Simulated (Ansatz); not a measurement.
Geometry relaxation, with input and output: MoSe (part 2 of 2)

Continued. System: MoSe (P6₃/mmc, 4 atoms in the cell). Method: DFT PBE, scalar-relativistic, plane waves, PAW, spin-polarised (Ansatz 0.2.0); cutoff 420 eV, 6×6×4 k-mesh, Gaussian smearing of 0.1 eV, collinear spins. The structure was made by swapping elements on the sites of another compound; it need not be a known phase. It belongs to a series of runs on one base structure; here: nickel arsenide type (P6_3/mmc, No. 194).

Log, continued:
```
relax step   4: F+E_penalty+E_count = -20849.88141272 eV  Δ(F+E_penalty+E_count) = -3.156e-2 eV  max|allowed force component| = 2.486e-17 eV/Å  Δτ_max = 0.0000 Å  P = +0.443 GPa  Ω = 72.868 Å³  energy of the carried Pulay correction = +4.702e-4 eV  (7 SCF iters, dr2 threshold 4.00e-7 eV, accepted)
Crystal: 4 atoms, lattice volume = 73.164 Å³
iter 1 solved again at ethr=1.68e-7 eV; its pass at ethr=3.10e-3 eV (dr2=1.01e-4 eV) is discarded
SCF iter   1: F=—  HF=-20849.882578 eV  |F-HF|=—  |Δ(HF+E_count)|=         —  Δρ=3.24e-4 (↑2.93e-4 ↓3.24e-4)  dr2=2.64e-4  dr2_m=4.77e-7  M=-0.001 μB ∫|m|=0.001 μB  β_m=0.30  ethr=1.68e-7  ⟨swp⟩=3.0  Hψ=8454  notcnv=0
eigensolver tolerance schedule calibrated: the retry pair's looser diagonalisation under-reported the residual by θ = 0.62 (0.14/decade); ethr = c·dr2/N_el runs at the constant in force after the calibration composes with the one it found (an armed cap, an earlier calibration), c = 4.8e-2
preconditioner: auto → Resta (q_TF=auto, 2.640 Å⁻¹)  ε∞=8.9  [insulator: Δε(μ)=0.135 eV  Ē_g=7.571 eV  σ=0.100 eV  W_gap=0.62  n_scr=22 (ndim 8)  ℏωp=21.3 eV  f_vac=0.013  D(μ)=2.19/eV (n_scr^D=20)  ε∞_Penn≈8.9]
spin=Collinear: Resta preconditioning applied to the charge; magnetization (m = ρ↑ − ρ↓) channel mixes plain (no charge-response kernel on spin).
SCF iter   2: F=—  HF=-20849.882539 eV  |F-HF|=—  |Δ(HF+E_count)|=   3.83e-5  Δρ=2.27e-4 (↑2.04e-4 ↓2.27e-4)  dr2=1.23e-4  dr2_m=2.90e-7  M=-0.001 μB ∫|m|=0.001 μB  β_m=0.62  ethr=1.68e-7  ⟨swp⟩=1.2  Hψ=1576  notcnv=0
SCF iter   3: F=—  HF=-20849.882512 eV  |F-HF|=—  |Δ(HF+E_count)|=   2.70e-5  Δρ=3.42e-5 (↑3.42e-5 ↓3.19e-5)  dr2=1.54e-6  dr2_m=2.70e-8  M=-0.000 μB ∫|m|=0.000 μB  β_m=0.64  ethr=9.79e-8  ⟨swp⟩=2.1  Hψ=2732  notcnv=0
iter 4 did not close the SCF: its close was put off for a magnetic moment that had not settled (scf_convergence_deferred on its scf_iter line)
SCF iter   4: F=-20849.882513 eV  HF=-20849.882512 eV  |F-HF|=1.50e-7  |Δ(HF+E_count)|=   1.03e-7  Δρ=1.49e-5 (↑1.49e-5 ↓1.42e-5)  dr2=3.86e-7  dr2_m=9.16e-9  M=-0.000 μB ∫|m|=0.000 μB  β_m=0.73  ethr=3.18e-10  ⟨swp⟩=6.9  Hψ=7890  notcnv=0
iter 5 did not close the SCF: its close was put off for a magnetic moment that had not settled (scf_convergence_deferred on its scf_iter line)
SCF iter   5: F=-20849.882513 eV  HF=-20849.882513 eV  |F-HF|=3.64e-8  |Δ(HF+E_count)|=   1.68e-7  Δρ=3.89e-6 (↑3.74e-6 ↓3.89e-6)  dr2=4.69e-8  dr2_m=1.41e-9  M=-0.000 μB ∫|m|=0.000 μB  β_m=0.85  ethr=3.07e-10  ⟨swp⟩=2.7  Hψ=5904  notcnv=0
SCF iter   6: F=-20849.882513 eV  HF=-20849.882513 eV  |F-HF|=4.47e-9  |Δ(HF+E_count)|=   4.11e-8  Δρ=1.44e-6 (↑1.44e-6 ↓1.44e-6)  dr2=7.66e-9  dr2_m=1.30e-10  M=-0.000 μB ∫|m|=0.000 μB  ethr=3.73e-11  ⟨swp⟩=1.8  Hψ=4687  notcnv=0
the starting moments were not kept: the SCF closed with an absolute magnetisation of 2.6e-5 μB, where they sum to 0.48 μB in size (2 sites). That is at most 0.1 of that sum. Measured as dr2_m measures the in/out step, that magnetisation stands 9.8e-11 eV from none, at or under the dr2_threshold of 4.0e-7 eV: it is no larger than a step whose dr2_m would equal this threshold.
SCF 5 converged in 6 iterations: F = -20849.882513 eV  dr2 = 7.66e-9
relax step   5: F+E_penalty+E_count = -20849.88251256 eV  Δ(F+E_penalty+E_count) = -1.100e-3 eV  max|allowed force component| = 2.342e-17 eV/Å  Δτ_max = 0.0000 Å  P = +0.005 GPa  Ω = 73.164 Å³  energy of the carried Pulay correction = +4.299e-4 eV  (6 SCF iters, dr2 threshold 4.00e-7 eV, accepted)
Basis set: ecut = 420 eV, 1409 PW (Γ), exchange–correlation on 60×60×72 points (8 copies of the dense FFT grid, shifted against one another)
Initial wavefunctions: pseudopotential atomic-orbital guess (no wavefunctions were taken with the density)
iter 1 solved again at ethr=1.16e-7 eV; its pass at ethr=3.10e-3 eV (dr2=6.96e-5 eV) is discarded
SCF iter   1: F=—  HF=-20849.879933 eV  |F-HF|=—  |Δ(HF+E_count)|=         —  Δρ=3.42e-4 (↑3.42e-4 ↓3.42e-4)  dr2=9.12e-6  dr2_m=1.26e-10  M=-0.000 μB ∫|m|=0.000 μB  β_m=0.30  ethr=1.16e-7  ⟨swp⟩=3.6  Hψ=9494  notcnv=0
preconditioner: auto → Resta (q_TF=auto, 2.640 Å⁻¹)  ε∞=8.9  [insulator: Δε(μ)=0.135 eV  Ē_g=7.573 eV  σ=0.100 eV  W_gap=0.61  n_scr=22 (ndim 8)  ℏωp=21.3 eV  f_vac=0.012  D(μ)=2.16/eV (n_scr^D=20)  ε∞_Penn≈8.9]
spin=Collinear: Resta preconditioning applied to the charge; magnetization (m = ρ↑ − ρ↓) channel mixes plain (no charge-response kernel on spin).
SCF iter   2: F=—  HF=-20849.881027 eV  |F-HF|=—  |Δ(HF+E_count)|=   1.09e-3  Δρ=2.41e-4 (↑2.41e-4 ↓2.41e-4)  dr2=4.43e-6  dr2_m=9.07e-11  M=-0.000 μB ∫|m|=0.000 μB  β_m=0.64  ethr=1.52e-8  ⟨swp⟩=2.0  Hψ=1832  notcnv=0
SCF iter   3: F=—  HF=-20849.882096 eV  |F-HF|=—  |Δ(HF+E_count)|=   1.07e-3  Δρ=9.56e-6 (↑9.56e-6 ↓9.55e-6)  dr2=2.02e-8  dr2_m=1.45e-11  M=-0.000 μB ∫|m|=0.000 μB  β_m=0.64  ethr=7.38e-9  ⟨swp⟩=2.0  Hψ=1916  notcnv=0
SCF iter   4: F=—  HF=-20849.882102 eV  |F-HF|=—  |Δ(HF+E_count)|=   6.01e-6  Δρ=1.29e-6 (↑1.27e-6 ↓1.29e-6)  dr2=2.74e-9  dr2_m=5.70e-12  M=-0.000 μB ∫|m|=0.000 μB  β_m=0.76  ethr=4.27e-12  ⟨swp⟩=5.3  Hψ=6226  notcnv=0
SCF iter   5: F=-20849.882102 eV  HF=-20849.882102 eV  |F-HF|=1.82e-10  |Δ(HF+E_count)|=   2.31e-9  Δρ=4.35e-7 (↑3.97e-7 ↓4.35e-7)  dr2=8.06e-10  dr2_m=1.20e-12  M=-0.000 μB ∫|m|=0.000 μB  ethr=4.27e-12  ⟨swp⟩=4.0  Hψ=4486  notcnv=0
the starting moments were not kept: the SCF closed with an absolute magnetisation of 2.4e-6 μB, where they sum to 0.48 μB in size (2 sites). That is at most 0.1 of that sum. Measured as dr2_m measures the in/out step, that magnetisation stands 8.8e-13 eV from none, at or under the dr2_threshold of 2.6e-9 eV: it is no larger than a step whose dr2_m would equal this threshold.
SCF 6 converged in 5 iterations: F = -20849.882102 eV  dr2 = 8.06e-10
relax step   6: F+E_penalty+E_count = -20849.88210156 eV  Δ(F+E_penalty+E_count) = +4.110e-4 eV  max|allowed force component| = 2.342e-17 eV/Å  Δτ_max = 0.0000 Å  P = +0.006 GPa  Ω = 73.164 Å³  stress off target by 6.66e-2 GPa  SCF on the basis re-selected at this cell (its energy is not comparable with the rows above)  (5 SCF iters)
```

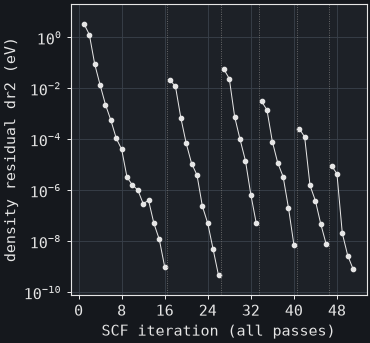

*Convergence of the self-consistent field: density residual dr2 against the SCF iteration. The dotted lines part the SCF passes of the relaxation: geometry steps, rejected trials and re-solves on a re-selected basis.*

The 6 passes take 5 to 16 iterations each, 51 in all.

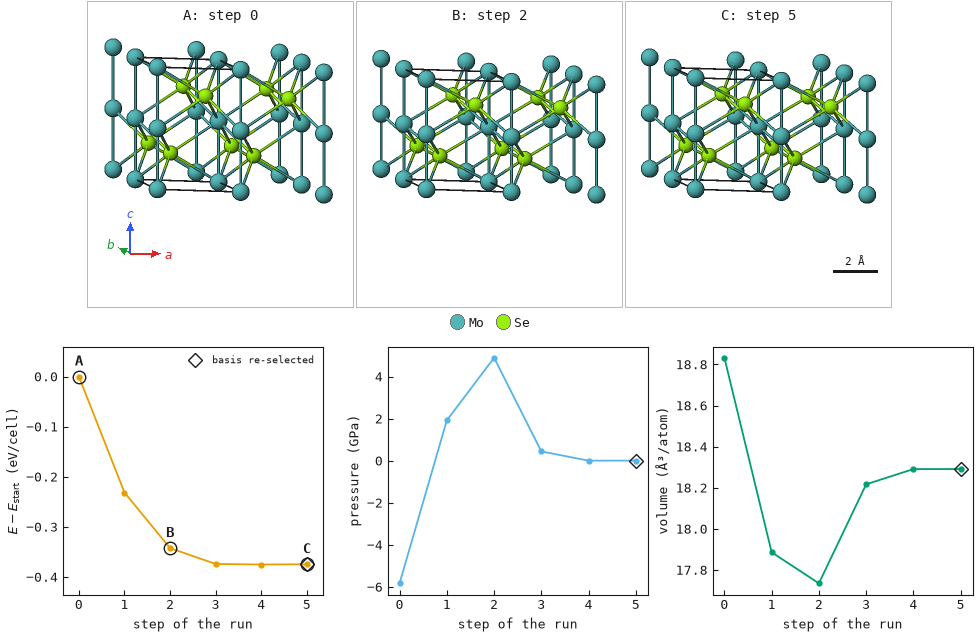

*Frames of the relaxation (ball-and-stick view of the cell of the calculation, repeated 2 × 2 × 1, seen at an oblique angle) above the curves, on which the letters mark them (the first geometry is step 0 here and step 1 in the log).*

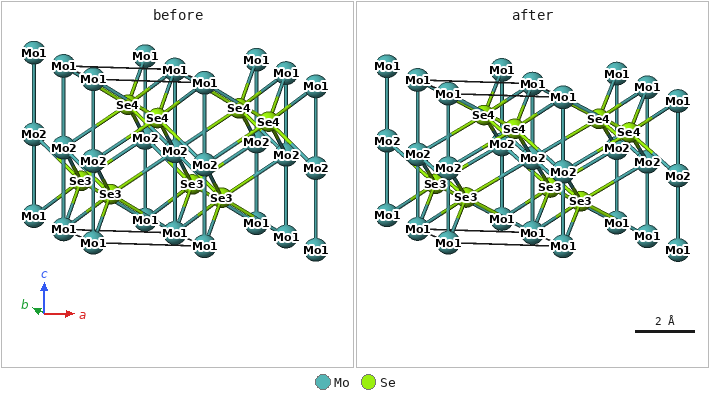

*Before (left) and after (right) the relaxation, at one scale (ball-and-stick view of the cell of the calculation, repeated 2 × 2 × 1, seen at an oblique angle).*

No atom moves by more than 0.005 Å relative to the cell. Cell: a = b 3.934 → 4.061 Å (+3.2 %), c 5.620 → 5.124 Å (−8.8 %). Volume −2.9 %. Among the contacts that change: Mo1–Mo2 2.810 → 2.562 Å. Among the angles that change: Mo1–Se3–Mo2 63.5° → 57.3°, Mo1–Se3–Mo1 94.9° → 98.9°. The space group stays P6_3/mmc (No. 194). The energy falls by 0.375 eV per cell of the calculation in 4 geometry steps. All forces vanish by symmetry, so only the cell relaxes. Pressure: −5.83 GPa at the start and 0.01 GPa at the end. A last SCF at the same geometry on a re-selected plane-wave basis shifts the energy by +0.4 meV per cell of the calculation. (Atoms are counted from 1 in the order of the input.)

```
basis re-selected at this cell: Δ(F+E_penalty+E_count) = +4.110e-4 eV, ΔP = +0.001 GPa vs the last step (what re-selecting the basis moved, of the pressure what is left beyond the Pulay correction that the steps carried, after the strain that the cell walked since its last selection, with what the two solves' SCF thresholds leave and, on support functions, any second-order correction that the steps lacked; it is no measure of the basis error at this ecutwfc). The dense FFT grid was sized anew with the basis: this SCF ran on 30×30×36 points, the steps before it on 27×27×40, so part of this shift can come from that change (see relax.cell in the input reference). This SCF's stress stands 6.66e-2 GPa from its target on what of the cell is left free (relax.cell.stress_tol is 4.00e-1 GPa) and its largest allowed force component is 2.34e-17 eV/Å (relax.f_tol is 4.00e-2 eV/Å): within both
SCF converged after 5 iterations
Magnetization: -0.0000 μB (30.0000 up, 30.0000 down)
Absolute magnetization: 0.0000 μB (∫|ρ↑−ρ↓|, with the PAW one-centre terms)
Spin contamination: 0.0000 ħ² per cell (⟨S²⟩ above its minimum at these occupations)
Per-site moments (μB) at R_I (Å): [(-7.961852779998866e-7, 1.056820763194439), (-7.961852777519783e-7, 1.056820763194439), (1.0630601489655119e-7, 1.1019895156061217), (1.063060149062293e-7, 1.1019895156061212)]
Free energy (F): -20849.882102 eV
Harris-Foulkes:  -20849.882102 eV  (|F-HF|=1.82e-10)
Internal energy: -20849.871294 eV  (E = F + TS)
E sigma→0 (E₀):  -20849.876698 eV
Entropy (-TS):   -0.010807 eV (-2.702 meV/atom)
Fermi energy:    15.722723 eV
--- Per-component energies (eV) ---
  E_band       = -830.497450
  E_kinetic    = 1125.198778
  E_local      = -6142.460982  (includes V_loc(G=0)·N_el)
  E_nonlocal   = -898.824198
  E_hartree    = 2798.263668
  E_xc         = -575.513441
  E_vxc        = -654.917809  (∫ρ·V_xc dr)
  E_paw        = -10229.235624  (= ΣΔE_a)
  E_vpaw       = 143.979441  (= ΣTr[D̂ρ^β])
  E_aug_tail   = -0.001123  (compensation charges beyond the density's cutoff)
  E_ewald      = -6927.298373
  E_smearing   = -0.010807  (= −TS)
  E_closure    = 0.000000  (closes the sum)
  Σ components = -20849.882102   (vs F -20849.882102, Δ=0.00e0)
--- Forces (eV/Å), atoms counted from 1 ---
  atom   1  Mo     0.00000000     0.00000000     0.00000000
  atom   2  Mo    -0.00000000     0.00000000     0.00000000
  atom   3  Se    -0.00000000    -0.00000000    -0.00000000
  atom   4  Se    -0.00000000     0.00000000     0.00000000
  max |Σ_I F_I| component: 4.63e-18 eV/Å
--- Stress (GPa, compression-positive) ---
       -0.024751      -0.000000      -0.000000
       -0.000000      -0.024751       0.000000
       -0.000000       0.000000       0.066622
  P = ⅓ Tr σ = 0.0057 GPa (0.057 kbar)
--- Band table (eV; the first three rows and the last of 42) ---
  k-point 0 ↑: bands = ["-45.4676", "-45.2383", "-33.2079", "-33.2079", "-33.2070", "-33.2070", "-33.2066", "-33.2066", "-33.2062", "-33.2062", "-33.2008", "-33.2002", "-20.4034", "-19.5613", "-19.5613", "-19.3519", "-19.3519", "-18.7718", "0.2173", "2.3423", "8.9395", "9.5348", "9.5348", "11.7252", "12.9646", "12.9646", "13.3142", "13.3142", "14.6717", "14.7120", "14.7120", "17.8096", "17.8096", "17.9810", "18.7153", "20.0940", "20.0940"]
  k-point 1 ↑: bands = ["-45.4347", "-45.2726", "-33.2080", "-33.2080", "-33.2072", "-33.2072", "-33.2066", "-33.2066", "-33.2059", "-33.2059", "-33.2007", "-33.2003", "-20.1803", "-19.5311", "-19.5311", "-19.3831", "-19.3831", "-19.0285", "0.4625", "1.9275", "9.6250", "9.8546", "9.8546", "12.1359", "12.1359", "12.3096", "13.3632", "13.3632", "13.7214", "15.4729", "15.4729", "17.3026", "17.3026", "17.4735", "19.6615", "19.6615", "20.0549"]
  k-point 2 ↑: bands = ["-45.3543", "-45.3543", "-33.2078", "-33.2078", "-33.2078", "-33.2078", "-33.2060", "-33.2060", "-33.2060", "-33.2060", "-33.2005", "-33.2005", "-19.6210", "-19.6210", "-19.4577", "-19.4577", "-19.4577", "-19.4577", "1.1191", "1.1191", "10.7676", "10.7676", "10.7676", "10.7676", "11.2066", "11.2066", "14.4622", "14.4622", "14.4622", "14.4622", "15.1394", "15.1394", "18.4408", "18.4408", "18.4408", "18.4408", "21.1672"]
  k-point 20 ↓: bands = ["-45.3530", "-45.3530", "-33.2073", "-33.2073", "-33.2072", "-33.2072", "-33.2065", "-33.2065", "-33.2058", "-33.2058", "-33.2002", "-33.2002", "-19.6137", "-19.6137", "-19.4835", "-19.4835", "-19.4803", "-19.4803", "1.5556", "1.5556", "9.4050", "9.4050", "10.5576", "10.5576", "11.5904", "11.5904", "14.9011", "14.9011", "14.9118", "14.9118", "16.2431", "16.2431", "16.3352", "16.3352", "19.4659", "19.4659", "21.9079"]
--- Relaxed structure (5 steps of the walk, 5 accepted, 1 SCFs on fresh bases) ---
  F+E_penalty+E_count = -20849.88210156 eV   max|allowed force component| = 2.342e-17 eV/Å   (the final SCF, on the basis selected at the relaxed cell)
  cell:  # Å, volume = 73.1642 Å³
    - [4.060508426417933, -2.979509266715355e-11, 2.99931452412534e-29]
    - [-2.0302542131831633, 3.516503449573604, -3.539871548174996e-18]
    - [8.542998916578082e-35, -5.8392741788914926e-18, 5.123979457912433]
  atoms:
    - { symbol: Mo, position: [4.4442678499047355e-34, 5.614172329796683e-35, 2.3569958505750604e-35] }
    - { symbol: Mo, position: [4.333342374871281e-34, 2.8888949165808538e-34, 0.5000000000000001] }
    - { symbol: Se, position: [0.3333333333333333, 0.6666666666666666, 0.25000000000000006] }
    - { symbol: Se, position: [0.6666666666666665, 0.33333333333333326, 0.7500000000000001] }
--- Löwdin populations: 4 sites ---
  site symbol       q [e]    m [muB]
     0     Mo     13.8757    -0.0000
     1     Mo     13.8757    -0.0000
     2     Se     16.0110     0.0000
     3     Se     16.0110     0.0000
  spilling = 0.003777 (of n_electrons = 60.000000)
```

File populations.tsv:
```
# site	symbol	l	j	q_up	q_dn
# orbitals = lowdin
# n_electrons = 60.000000
# spilling = 0.003777
0	Mo	0_4S	-	0.981545	0.981545
0	Mo	0_5S	-	0.259728	0.259728
0	Mo	1_4P	-	2.993219	2.993219
0	Mo	2_4D	-	2.703353	2.703354
1	Mo	0_4S	-	0.981545	0.981545
1	Mo	0_5S	-	0.259728	0.259728
1	Mo	1_4P	-	2.993219	2.993219
1	Mo	2_4D	-	2.703353	2.703354
2	Se	0_4S	-	0.849908	0.849908
2	Se	1_4P	-	2.155689	2.155689
2	Se	2_3D	-	4.999897	4.999897
3	Se	0_4S	-	0.849908	0.849908
3	Se	1_4P	-	2.155689	2.155689
3	Se	2_3D	-	4.999897	4.999897
```

Trajectory as extended XYZ (Å, eV, eV/Å), 6 frames, from step=1 to step=6:
```
4
Lattice="3.9341 0.0000 0.0000 -1.9670 3.4070 0.0000 0.0000 0.0000 5.6201" Properties=species:S:1:pos:R:3:forces:R:3 step=1 energy=-20849.50742 pressure_GPa=-5.83
Mo    0.0000    0.0000    0.0000    0.0000   0.0000   0.0000
Mo    0.0000    0.0000    2.8101    0.0000   0.0000   0.0000
Se    0.0000    2.2714    1.4050    0.0000   0.0000   0.0000
Se    1.9670    1.1357    4.2151    0.0000   0.0000   0.0000
4
Lattice="3.9310 0.0000 0.0000 -1.9655 3.4043 0.0000 0.0000 0.0000 5.3462" Properties=species:S:1:pos:R:3:forces:R:3 step=2 energy=-20849.73886 pressure_GPa=1.92
Mo    0.0000    0.0000    0.0000    0.0000   0.0000   0.0000
Mo    0.0000    0.0000    2.6731    0.0000   0.0000   0.0000
Se    0.0000    2.2695    1.3366    0.0000   0.0000   0.0000
Se    1.9655    1.1348    4.0097    0.0000   0.0000   0.0000
4
Lattice="4.0189 0.0000 0.0000 -2.0095 3.4805 0.0000 0.0000 0.0000 5.0716" Properties=species:S:1:pos:R:3:forces:R:3 step=3 energy=-20849.84985 pressure_GPa=4.90
Mo    0.0000    0.0000    0.0000    0.0000   0.0000   0.0000
Mo    0.0000    0.0000    2.5358    0.0000   0.0000   0.0000
Se    0.0000    2.3203    1.2679    0.0000   0.0000   0.0000
Se    2.0095    1.1602    3.8037    0.0000   0.0000   0.0000
4
Lattice="4.0469 0.0000 0.0000 -2.0235 3.5047 0.0000 0.0000 0.0000 5.1375" Properties=species:S:1:pos:R:3:forces:R:3 step=4 energy=-20849.88141 pressure_GPa=0.44
Mo    0.0000    0.0000    0.0000    0.0000   0.0000   0.0000
Mo    0.0000    0.0000    2.5688    0.0000   0.0000   0.0000
Se    0.0000    2.3365    1.2844    0.0000   0.0000   0.0000
Se    2.0235    1.1682    3.8531    0.0000   0.0000   0.0000
4
Lattice="4.0605 0.0000 0.0000 -2.0303 3.5165 0.0000 0.0000 0.0000 5.1240" Properties=species:S:1:pos:R:3:forces:R:3 step=5 energy=-20849.88251 pressure_GPa=0.00
Mo    0.0000    0.0000    0.0000    0.0000   0.0000   0.0000
Mo    0.0000    0.0000    2.5620    0.0000   0.0000   0.0000
Se    0.0000    2.3443    1.2810    0.0000   0.0000   0.0000
Se    2.0303    1.1722    3.8430    0.0000   0.0000   0.0000
4
Lattice="4.0605 0.0000 0.0000 -2.0303 3.5165 0.0000 0.0000 0.0000 5.1240" Properties=species:S:1:pos:R:3:forces:R:3 step=6 energy=-20849.88210 pressure_GPa=0.01
Mo    0.0000    0.0000    0.0000    0.0000   0.0000   0.0000
Mo    0.0000    0.0000    2.5620    0.0000   0.0000   0.0000
Se    0.0000    2.3443    1.2810    0.0000   0.0000   0.0000
Se    2.0303    1.1722    3.8430    0.0000   0.0000   0.0000
```

This output came from the following input.

The input:
```yaml
crystal:
  lattice:
    - [3.9340974265, 0.0, 0.0]
    - [-1.9670487132, 3.4070283123, 0.0]
    - [0.0, 0.0, 5.620139652]
  atoms:
    - { symbol: Mo, position: [0.0, 0.0, 0.0], spin: 0.24 }
    - { symbol: Mo, position: [0.0, 0.0, 0.5], spin: 0.24 }
    - { symbol: Se, position: [0.3333333333, 0.6666666667, 0.25] }
    - { symbol: Se, position: [0.6666666667, 0.3333333333, 0.75] }
basis:
  ecutwfc: 420
kpoints:
  mp_grid: { grid: [6, 6, 4] }
hamiltonian:
  xc: pbe
scf:
  occupations: { method: gaussian, width: 0.1 }
  lower_state_search: "off"
output:
  forces: true
  stress: true
  eigenvalues: true
  populations: true
magnetization:
  spin_polarized: true
relax:
  adjacent_minimum: "off"
  f_tol: 0.04
  max_steps: 70
  cell: { stress_tol: 0.4 }
```

Launch command:
```bash
ansatz run input.yaml --threads 1 --pin off --max-ram 2560MiB --backend cpu --events-out ev --progress --plain --runs-dir out
```

Results in brief:

- outcome: converged
- space group (tolerance 0.01 Å): P6₃/mmc (194)
- electrons treated: 60
- free energy: −20849.8821 eV
- Fermi energy: 15.723 eV
- gap on the k-point mesh: none (metallic)
- net moment of the cell: 0.00 μB
- integrated absolute moment: 0.00 μB
- pressure: 0.01 GPa
- final volume: 73.16 Å³
- largest force (length of the vector) at the end: under 0.001 eV/Å
- final cell: a = 4.061 Å, b = 4.061 Å, c = 5.124 Å, α = 90.00°, β = 90.00°, γ = 120.00°
- hardware: 1 thread of Intel Xeon (Granite Rapids), 192 GiB of memory available, shared host
- wall time: 23 s
- peak memory: 0.45 GiB

Warnings of the run: some starting moments were not kept.
